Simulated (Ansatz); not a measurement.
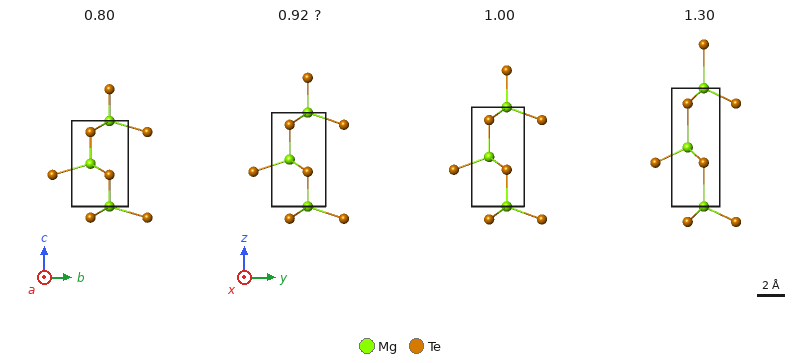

A scan of a crystal of MgTe (P6_3mc): the ratio of the cell's length along z to its lengths across, counted as 1 for the reference, is changed at fixed volume (a c/a path), with the atoms kept at their fractional coordinates. x, y and z are the Cartesian axes of the input. A ball-and-stick model of the cell of the calculation, seen along the a axis.

Computed with DFT PBE, scalar-relativistic, plane waves, PAW in Ansatz 0.2.0. Settings: plane-wave cutoff 420 eV; k-point mesh 6 × 6 × 4; occupations gaussian; smearing width 0.05 eV; no spin polarisation. Energies (free energies at the smearing named) are counted from the cell as listed in its source, which wasn't relaxed.

```tsv
axial ratio over its reference value	energy change (meV/atom)
0.80	361
0.85	189
0.92	?
0.96	16
1.00	0
1.05	4
1.10	28
1.20	115
1.30	234
```

Question: One row is withheld. What is its energy?

Answer: A straight line between the two neighbours gives 79 meV/atom. A cubic through the four nearest rows (0.80, 0.85, 0.96, 1.00) gives, with Lagrange weights, (−0.1400)(361) + (0.4655)(189) + (0.9545)(16) + (−0.2800)(0) = 53 meV/atom. The calculation gives 53 meV/atom, so the cubic is right to the digits shown and the straight line 26 meV/atom too high, as the curve bends upwards here.

The whole profile:

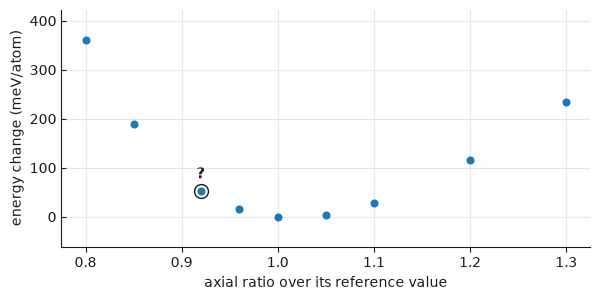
